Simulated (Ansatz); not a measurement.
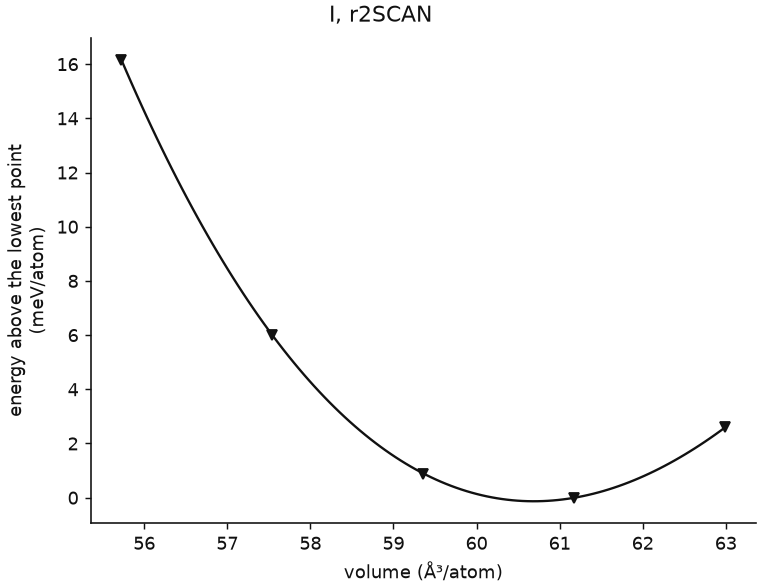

The figure shows the energy above the lowest point against volume for I, space group Fd-3m (No. 227) (one of a set of cubic test structures, which need not be the stable phase).

Method: equation of state of a cubic crystal from periodic Kohn-Sham density functional theory without spin, third-order Birch-Murnaghan fit to the free energies; pressure corrected for the finite basis (Ansatz 0.2.0 development build). Level: r2SCAN.

structure type diamond; atoms in cell 2; space group number 227; lattice centring face-centred primitive; k mesh 8×8×8; occupation method Fermi–Dirac; occupation width 0.1 eV; wave cutoff 700 eV; datasets hard PAW; density tolerance 1e−09 eV; bands 21; density cutoff ratio 4; search for lower states default; xc grid level 2.

From this curve and the settings, what does the calculation give for the pressure at the same points?

The pressure falls from 1.147 GPa at volume 55.73 Å³/atom to −0.360 GPa at 62.99 Å³/atom, and changes sign near 60.7 Å³/atom.

```json
{"volume (Å³/atom)": "55.73", "pressure (GPa)": "1.147"}
{"volume (Å³/atom)": "57.54", "pressure (GPa)": "0.660"}
{"volume (Å³/atom)": "59.36", "pressure (GPa)": "0.250"}
{"volume (Å³/atom)": "61.18", "pressure (GPa)": "-0.090"}
{"volume (Å³/atom)": "62.99", "pressure (GPa)": "-0.360"}
```

Limits of the calculation: cubic model structure, not the ambient form; no spin polarisation, a magnetic state may lie lower; pseudopotentials made with PBE, not this functional.
